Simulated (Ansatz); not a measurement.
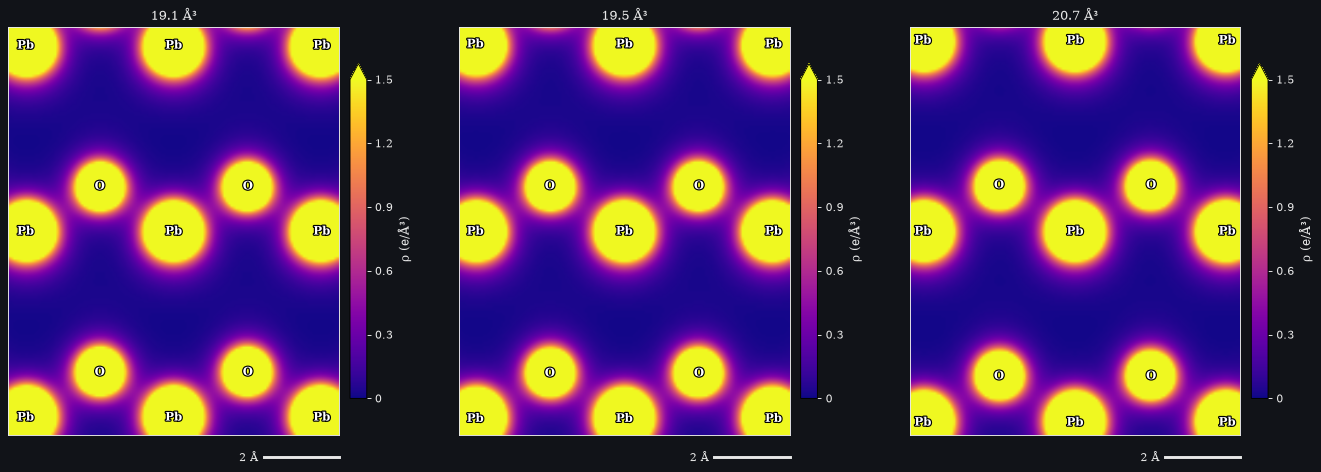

PbO. The valence pseudo-density of cells scaled evenly to different volumes (given per atom above each panel), on the (100) plane of each (indices in the axes of the cell below), at one length scale and on one colour scale.

Theory: Ansatz 0.2.0, Kohn-Sham DFT of a periodic cell, PBE, spin-orbit coupling, Ansatz PAW.

Core electrons are frozen (PAW), and the valence fields are smoothed inside the atomic spheres.

The largest cell:

```
Pb O
1.0
     4.04251    0.00000    0.00000
     0.00000    4.04251    0.00000
     0.00000    0.00000    5.07593
Pb O
2 2
Direct
  0.50000 0.00000 0.76000
  0.00000 0.50000 0.24000
  0.50000 0.50000 0.00000
  0.00000 0.00000 0.00000
```

| volume (Å³/atom) | Pb–O contact in the plane (Å) | ρ at its midpoint (e/Å³) | pressure (GPa) | gap on the mesh (eV) | 
| --- | --- | --- | --- | --- |
| 19.14 | 2.298 | 0.481 | 6.6 | 1.27 | 
| 19.54 | 2.314 | 0.466 | 4.6 | 1.31 | 
| 20.34 | 2.345 | ? | ? | ? | 
| 20.74 | 2.360 | 0.426 | −0.3 | 1.39 | 

Q: What values belong in the row with question marks?

A: Over the known rows ln ρ falls by 1.96 per Å of Pb–O distance (a least-squares line), which gives 0.439 e/Å³ at 2.345 Å; the calculation gives 0.439 e/Å³. For the pressure, a straight line in volume between the neighbouring rows gives 1.3 GPa; the calculation gives 1.1. For the gap on the mesh, a straight line in volume between the neighbouring rows gives 1.36 eV; the calculation gives 1.37.
